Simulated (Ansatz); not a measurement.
Geometry optimisation.

Program: Ansatz.

```
crystal:
  lattice:
    - [3.5194798818, 2.0319726572, 6.0021285994]
    - [-3.5194798818, 2.0319726572, 6.0021285994]
    - [0.0, -4.0639453143, 6.0021285994]
  atoms:
    - { symbol: Si, position: [0.01019, 0.65361, 0.01019] }
    - { symbol: Si, position: [0.01019, 0.01019, 0.65361] }
    - { symbol: Si, position: [0.65361, 0.01019, 0.01019] }
    - { symbol: Si, position: [0.98981, 0.34639, 0.98981] }
    - { symbol: Si, position: [0.34639, 0.98981, 0.98981] }
    - { symbol: Si, position: [0.98981, 0.98981, 0.34639] }
    - { symbol: Si, position: [0.22118, 0.6306, 0.22118] }
    - { symbol: Si, position: [0.22118, 0.22118, 0.6306] }
    - { symbol: Si, position: [0.6306, 0.22118, 0.22118] }
    - { symbol: Si, position: [0.77882, 0.3694, 0.77882] }
    - { symbol: Si, position: [0.3694, 0.77882, 0.77882] }
    - { symbol: Si, position: [0.77882, 0.77882, 0.3694] }
basis:
  ecutwfc: 420
kpoints:
  mp_grid: { grid: [3, 3, 3] }
hamiltonian:
  xc: pbesol
scf:
  occupations: { method: gaussian, width: 0.1 }
  lower_state_search: "off"
output:
  forces: true
  stress: true
  eigenvalues: true
relax:
  adjacent_minimum: "off"
  f_tol: 0.04
  max_steps: 70
  cell: { stress_tol: 0.4 }
```

Question: How does the optimisation go?

Answer: The optimisation met its thresholds at geometry 6, counting the start as the first. The energy fell by about 120 meV/atom from the first step to the last. Step 3 went uphill and was rejected by the line search. The largest force component goes from about 0.51 eV/Å at the start to 0.024 eV/Å at the end, with a peak of 2.7 eV/Å at step 3. The volume shrinks from 21.5 to 18.8 Å³ per atom (−12 %), overshooting to 18.1 at step 3.

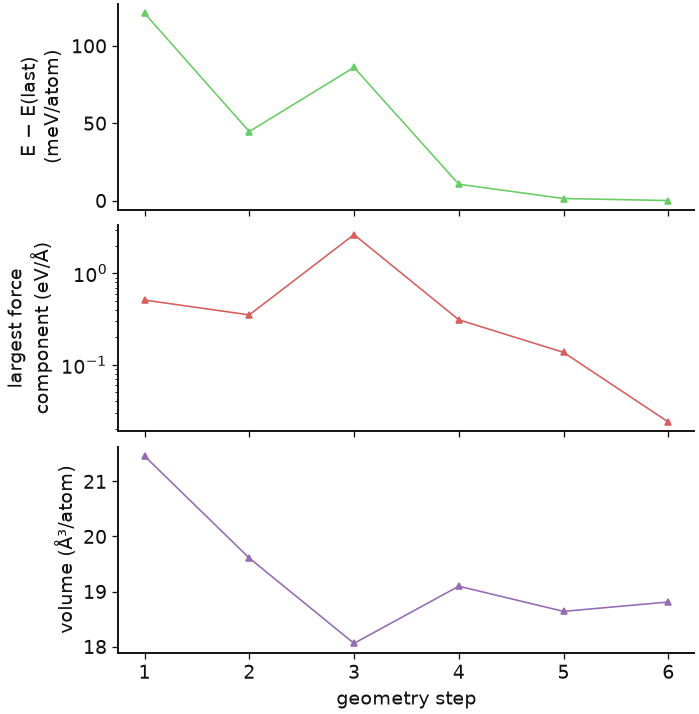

History of the run, step by step. Atoms and cell relax. A closing SCF on a freshly chosen basis isn't drawn.
